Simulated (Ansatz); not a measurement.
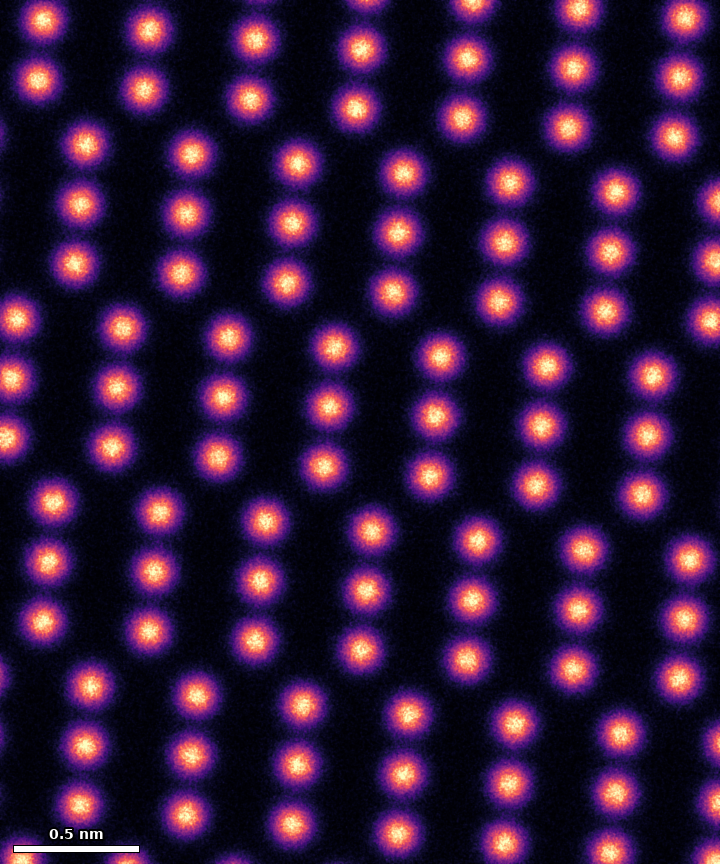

Z-contrast image of Rb (P6/mmm, No. 191) along [101]. The image is simulated as a sum over atoms of Z^1.7, blurred by a 1.17 Å probe (no channelling). The probe carries 15 % of its weight in a tail 2.5 times as wide. Shot noise was added. Atomic positions: the geometry given to an electronic-structure calculation, possibly off equilibrium; the starting structure was generated, so it need not be a known form of this composition.

### Describe what the image shows.

The columns repeat on a centred rectangular net of 4.28 × 14.43 Å (plane group c2mm). All columns are alike (Rb). The shortest distance between visible columns is 2.41 Å in projection. Along the beam the structure repeats every 9.71 Å.
